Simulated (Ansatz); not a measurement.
Consider Ni.

```
Ni
1.0
     3.42255    0.00000    0.00000
     0.00000    3.42255    0.00000
     0.00000    0.00000    3.42255
Ni
4
Cartesian
  0.0000 0.0000 0.0000
  1.7113 1.7113 0.0000
  1.7113 0.0000 1.7113
  0.0000 1.7113 1.7113
```

Space group Fm-3m; spin-polarised.

These are results of DFT LDA, scalar-relativistic, plane waves, PAW (Ansatz 0.2.0), not measurements.

**Predict the valence pseudo-density, electron localisation function and spin density between the atoms.**

Ni–Ni (2.42 Å): ρ at the midpoint is about 0.37 e/Å³; the ELF is about 0.25 at the midpoint: no shared electron pair shows on this line.
The spin density sits on Ni: +0.6 μB (×4) in one cell of 4 atoms: parallel main moments, as they must be, since the calculation's own cell holds one magnetic site. The cell of the calculation (1 atoms) carries 0.6 μB of net spin moment.

**Does the calculation make it a metal, or give it a gap?**

It is metallic or semimetallic at this level of theory: no gap opens.

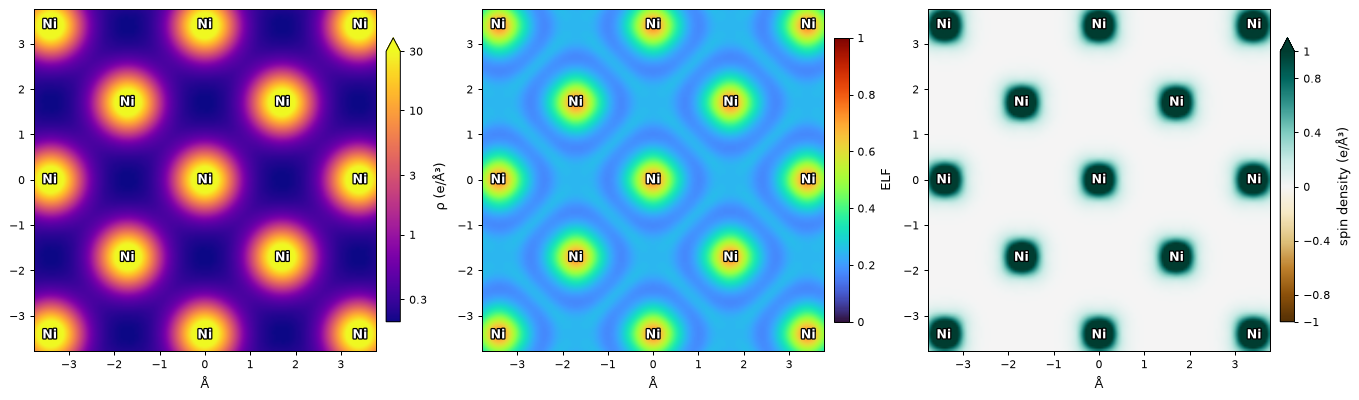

Computed valence pseudo-density, electron localisation function and spin density on the (001) plane of the conventional cell, in this order. 

Core electrons are frozen (PAW), and the valence fields are smoothed inside the atomic spheres.
